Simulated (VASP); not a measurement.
The VASP input:

INCAR:
```
SYSTEM = MgS
PREC     = Accurate       ! precision mode
ENCUT    = 520            ! plane-wave cutoff, eV
EDIFF    = 1E-6           ! SCF threshold, eV
ISMEAR   = 0              ! smearing method
SIGMA    = 0.02           ! smearing width, eV
LREAL    = .False.        ! projectors in reciprocal space
LASPH    = .True.         ! aspherical terms in the spheres
NELM     = 80             ! most SCF steps
ALGO     = Normal         ! electronic algorithm
ISIF     = 2              ! what is computed and relaxed
LWAVE    = .False.        ! write WAVECAR
LCHARG   = .False.        ! write CHGCAR
GGA      = PE             ! functional
IVDW     = 12             ! dispersion correction
```

KPOINTS:
```
Automatic mesh
0
Gamma
  10 10 10
  0 0 0
```

POSCAR:
```
MgS                                     
1.0
   -0.0000000000      2.5745497716      2.5745497716
    2.5745497716     -0.0000000000      2.5745497716
    2.5745497716      2.5745497716      0.0000000000
  Mg              S             
     1     1
Direct
     0.0000000000000000    0.0000000000000000    0.0000000000000000
     0.5000000000000000    0.5000000000000000    0.5000000000000000
```

KPOINTS_OPT:
```
path GXWKGLUWLK,UX
15
line-mode
reciprocal
 0.0000000000  0.0000000000  0.0000000000  G
 0.5000000000  0.0000000000  0.5000000000  X

 0.5000000000  0.0000000000  0.5000000000  X
 0.5000000000  0.2500000000  0.7500000000  W

 0.5000000000  0.2500000000  0.7500000000  W
 0.3750000000  0.3750000000  0.7500000000  K

 0.3750000000  0.3750000000  0.7500000000  K
 0.0000000000  0.0000000000  0.0000000000  G

 0.0000000000  0.0000000000  0.0000000000  G
 0.5000000000  0.5000000000  0.5000000000  L

 0.5000000000  0.5000000000  0.5000000000  L
 0.6250000000  0.2500000000  0.6250000000  U

 0.6250000000  0.2500000000  0.6250000000  U
 0.5000000000  0.2500000000  0.7500000000  W

 0.5000000000  0.2500000000  0.7500000000  W
 0.5000000000  0.5000000000  0.5000000000  L

 0.5000000000  0.5000000000  0.5000000000  L
 0.3750000000  0.3750000000  0.7500000000  K

 0.6250000000  0.2500000000  0.6250000000  U
 0.5000000000  0.0000000000  0.5000000000  X
```

System: rocksalt MgS, space group Fm-3m, 2 atoms in the primitive cell.

Method: PBE with D3(BJ) dispersion, VASP PAW PBE potentials, release 64 (Mg, S), no spin polarisation, no spin-orbit coupling, 10×10×10 k mesh, 520 eV cutoff (VASP).

Predict the main features of the band structure. The path is Γ–X–W–K–Γ–L–U–W–L–K|U–X.

A semiconductor. The gap along this path is 2.84 eV and indirect, from the valence-band top at Γ to the conduction-band bottom at X; the smallest direct gap is 3.96 eV, at Γ. Three bands meet at the valence-band top at Γ: it is triply degenerate (spin aside). The direct gaps are 7.82 eV at W, 5.37 eV at U and 5.37 eV at K.

LDA, GGA and most meta-GGA functionals understate gaps.

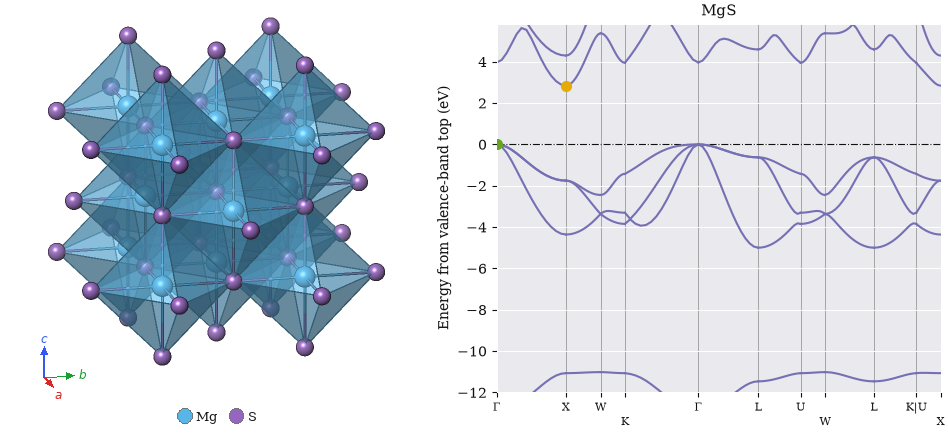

Band structure, beside the structure. Energies are counted from the top of the valence band.
